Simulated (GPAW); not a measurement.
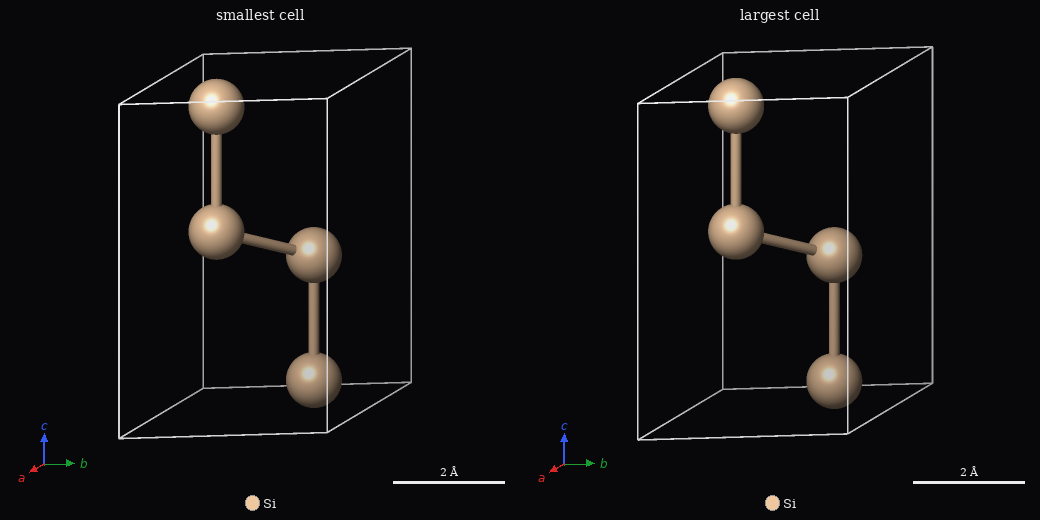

Si, hexagonal diamond (lonsdaleite type), space group P6₃/mmc (No. 194), relaxed (cell and atoms, zero pressure) with five choices of dispersion term on top of PBEsol; the smallest and the largest of the relaxed conventional cells are drawn to one scale (sticks follow a distance rule). The start was a structure listed in the Materials Project. This isn't the form of Si at room conditions, which is diamond.

Alike in all runs: GPAW 26.7.0; functional PBEsol; potentials PAW data sets generated in the run's folder for this functional; cutoff 600 eV; k mesh 7 × 7 × 4 on the run's cell of 4 atoms; occupations fermi-dirac, width 0.05 eV; no spin polarisation; no spin-orbit coupling.

| level | volume (Å³/atom) | a (Å) | c (Å) | gap (eV) |
| --- | --- | --- | --- | --- |
| none | ? | ? | ? | ? |
| D3(BJ) | 19.67 | 3.803 | 6.283 | 0.32 |
| D4 | 19.80 | 3.811 | 6.297 | 0.33 |
| D3(BJ)-ATM | 19.71 | 3.805 | 6.288 | 0.32 |
| D3 | 19.96 | 3.820 | 6.317 | 0.35 |

Fill in the row of none.

Volume 20.10 Å³/atom; a 3.830 Å; c 6.329 Å; gap 0.36 eV. That is the largest volume of all.

Order the levels by the relaxed volume, smallest first.

D3(BJ) (19.67 Å³/atom), D3(BJ)-ATM (19.71 Å³/atom), D4 (19.80 Å³/atom), D3 (19.96 Å³/atom), none (20.10 Å³/atom). Rows within a few tenths of a per cent can't be told apart.

Gaps are the least found on the k-mesh, which misses some points of high symmetry; where the band edges lie there, the true gap is smaller, at times by an eV.

Caveat: later steps reuse the first step's grids; semilocal functionals give gaps below the measured ones; gaps of a few tenths of an eV or less are fragile: at this level of theory the bands may already be inverted off the mesh, while measured gaps, where the compound is known, are often wider than semilocal functionals give.
